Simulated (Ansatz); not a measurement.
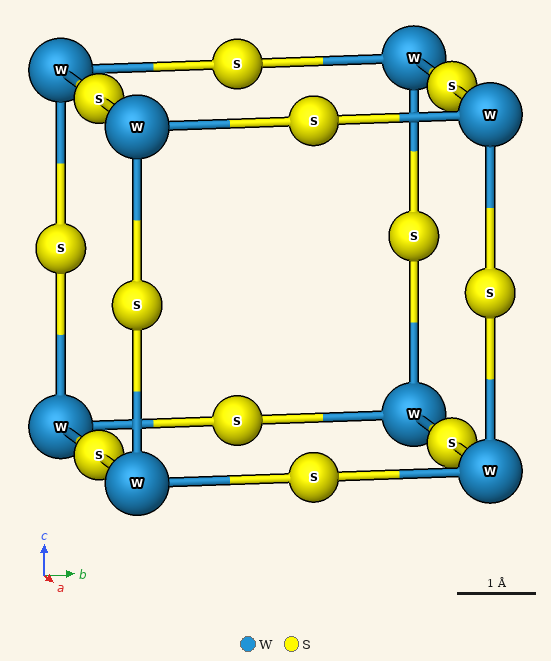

Lattice vibrations of solid WS₃ (a generated structure), space group Pm-3m (No. 221), at the zone centre. The picture is a ball-and-stick view of the cell of the calculation, seen slightly off an axis.

All numbers below come from Ansatz 0.2.0, DFT PBEsol, scalar-relativistic, plane waves, PAW. (plane-wave cutoff 420 eV; k-point mesh 10 × 10 × 10; occupations fermi dirac; smearing width 0.15 eV; no spin polarisation)

The frequencies depend somewhat on the k-mesh and the smearing.

Question: Which optical modes does it have, at what frequencies, and is it stable there?

Answer: The calculation's cell holds 4 atoms, so there are 9 optical modes, in 3 levels. The optical modes span 2T₁u + T₂u. No level is unstable.

```json
{"level": "1", "symmetry": "T₁u", "frequency (cm⁻¹)": "91", "activity": "infrared-active"}
{"level": "2", "symmetry": "T₂u", "frequency (cm⁻¹)": "117", "activity": "silent"}
{"level": "3", "symmetry": "T₁u", "frequency (cm⁻¹)": "387", "activity": "infrared-active"}
```

The crystal is a metal, so free carriers screen the infrared response.

The modes drawn as arrows (one member of each degenerate set):

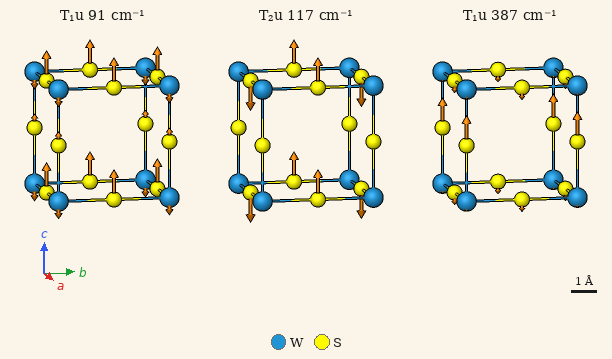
